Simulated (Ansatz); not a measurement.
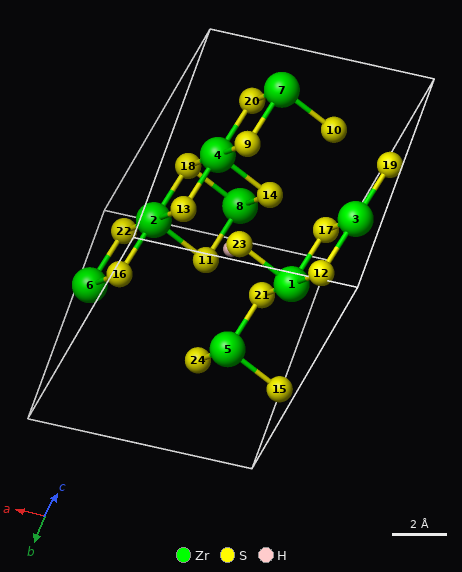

Starting structure of a defect cell of composition Zr8HS16. A ball-and-stick model of the cell of the calculation (origin shifted), seen from a free direction.

Case: H interstitial, charge +0, atoms relaxed. The atoms of the start lie slightly off their symmetric places, so part of the fall in energy undoes that.

These are results of DFT PBE, scalar-relativistic, plane waves, PAW in Ansatz 0.2.0, not measurements.

The input:
```yaml
crystal:
  lattice:
    - [-1.0e-10, -6.3829682949, 6.757906724]
    - [-1.0e-10, -6.3829682949, -6.757906724]
    - [7.3704169266, 6.3829682948, 0.0]
  atoms:
    - { symbol: Zr, position: [0.875, 0.875, 0.25] }
    - { symbol: Zr, position: [0.5, 0.5, 1.0] }
    - { symbol: Zr, position: [0.75, 0.75, 0.5] }
    - { symbol: Zr, position: [0.375, 0.375, 0.25] }
    - { symbol: Zr, position: [0.0, 0.0, 0.0] }
    - { symbol: Zr, position: [0.625, 0.625, 0.75] }
    - { symbol: Zr, position: [0.25, 0.25, 0.5] }
    - { symbol: Zr, position: [0.125, 0.125, 0.75] }
    - { symbol: S, position: [0.3095084477, 0.5238248857, 0.5] }
    - { symbol: S, position: [0.9345084477, 0.1488248857, 0.25] }
    - { symbol: S, position: [0.1845084477, 0.3988248857, 0.75] }
    - { symbol: S, position: [0.8095084477, 0.0238248857, 0.5] }
    - { symbol: S, position: [0.4345084477, 0.6488248857, 0.25] }
    - { symbol: S, position: [0.0595084477, 0.2738248857, 0.0] }
    - { symbol: S, position: [0.6845084477, 0.8988248857, 0.75] }
    - { symbol: S, position: [0.5595084477, 0.7738248857, 0.0] }
    - { symbol: S, position: [0.8154915523, 0.6011751143, 0.25] }
    - { symbol: S, position: [0.4404915523, 0.2261751143, 1.0] }
    - { symbol: S, position: [0.6904915523, 0.4761751143, 0.5] }
    - { symbol: S, position: [0.3154915523, 0.1011751143, 0.25] }
    - { symbol: S, position: [0.9404915523, 0.7261751143, 0.0] }
    - { symbol: S, position: [0.5654915523, 0.3511751143, 0.75] }
    - { symbol: S, position: [0.1904915523, 0.9761751143, 0.5] }
    - { symbol: S, position: [0.0654915523, 0.8511751143, 0.75] }
    - { symbol: H, position: [0.1395124347, 0.5589100607, 0.0082124168], spin: 1.0 }
basis:
  ecutwfc: 420
  xc_grid: 2
kpoints:
  mp_grid: { grid: [2, 2, 2], shift: [0.5, 0.5, 0.5] }
hamiltonian:
  xc: pbe
scf:
  occupations: { method: gaussian, width: 0.02 }
output:
  forces: true
  stress: false
  eigenvalues: true
  populations: true
  write_density: true
  write_potential: true
  elf: true
  volumetric_format: npy
magnetization:
  spin_polarized: true
relax:
  adjacent_minimum: "off"
  f_tol: 0.02
  max_steps: 60
```

Command:
```bash
ansatz run input.yaml --threads 4 --pin off --max-ram 10240MiB --backend cpu --events-out ev --progress --plain --runs-dir out
```

Predict the outcome.

H25 moves most: 1.11 Å roughly along [−1 1 0]. By element the largest moves are H 1.11 Å, Zr 0.14 Å, S 0.10 Å. The cell stays as it was. Some distances before and after: S21–H25 2.481 → 1.358 Å, Zr5–S21 2.574 → 2.705 Å, Zr1–S21 2.574 → 2.699 Å, Zr1–S12 2.574 → 2.491 Å. New bonds form, among them: S21–H25 (2.48 → 1.36 Å). Among the angles between lasting bonds that change: Zr1–S10–Zr5 91.4° → 99.1°, S10–Zr5–S24 180.0° → 172.6°, S10–Zr5–S21 88.6° → 83.9°. Over 10 accepted moves (12 points after the start) the energy falls by 1.601 eV per cell of the calculation. Largest force component: 0.29 eV/Å at the start, 0.0059 eV/Å at the end. The line search rejected the trial step at point 5 of the run. 1 step only repeated the SCF at the same geometry. The run took 2.1 min on 4 threads of AMD EPYC 9R45 96-Core Processor (Zen 5), on a shared host, peak memory 2 GiB.

The end point in the same view:

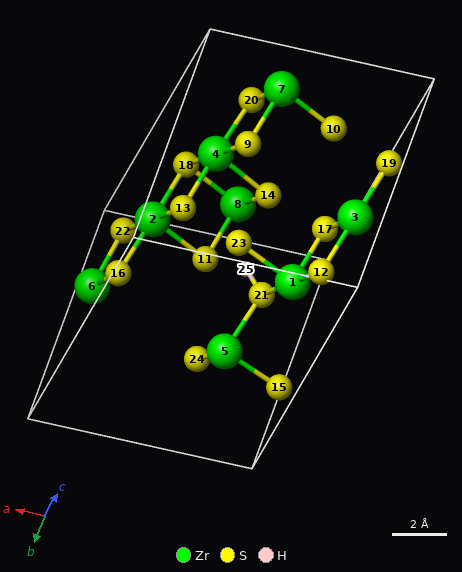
